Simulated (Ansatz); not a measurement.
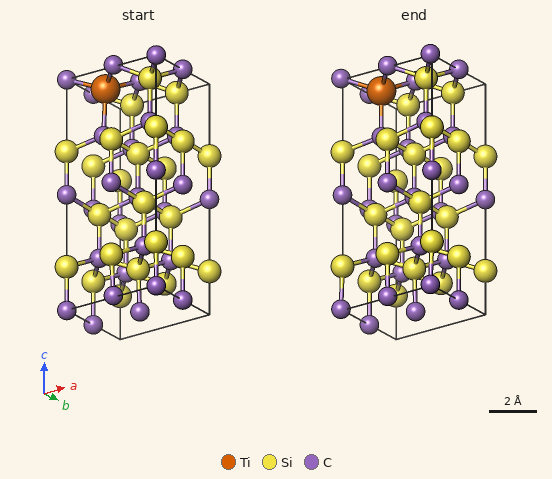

The structure of a defect cell of composition TiSi$_{15}$C$_{16}$ before (left) and after (right) a relaxation, at one scale.

The picture is a ball-and-stick view of the cell of the calculation, seen from a free direction.

Case: Ti on a Si site (b), charge +0, atoms relaxed at the host's cell.

All numbers below come from DFT r2SCAN, scalar-relativistic, plane waves, PAW in Ansatz 0.2.0. Set-up: plane-wave cutoff 500 eV; k-point mesh 2 × 2 × 2; occupations gaussian; smearing width 0.01 eV; collinear spin; atoms relaxed in a fixed cell; force threshold 0.025 eV/Å; at most 45 steps.

Summarise the run.

The energy falls by 0.467 eV per cell of the calculation in 3 geometry steps. Largest force component: 2.3 eV/Å at the start, 0.0062 eV/Å at the end. The largest moves, 0.098 Å, are those of C atoms. By element the largest moves are C 0.098 Å, Ti 0.085 Å, Si 0.028 Å. The cell doesn't change. Some distances before and after: C–Si 1.967 → 1.863 Å, C–Ti 1.904 → 1.983 Å, C–Si 1.785 → 1.859 Å, C–Si 1.803 → 1.868 Å. Bond angles that change, for instance: Ti–C–Si 112.9° → 106.3°, C–Ti–C 114.4° → 108.3°, C–Ti–C 104.7° → 110.7°. The program noted that the starting moments weren't kept.

Limits of the set-up: the periodic images lie only 6.2 Å apart, so the values are limited by the cell's size.
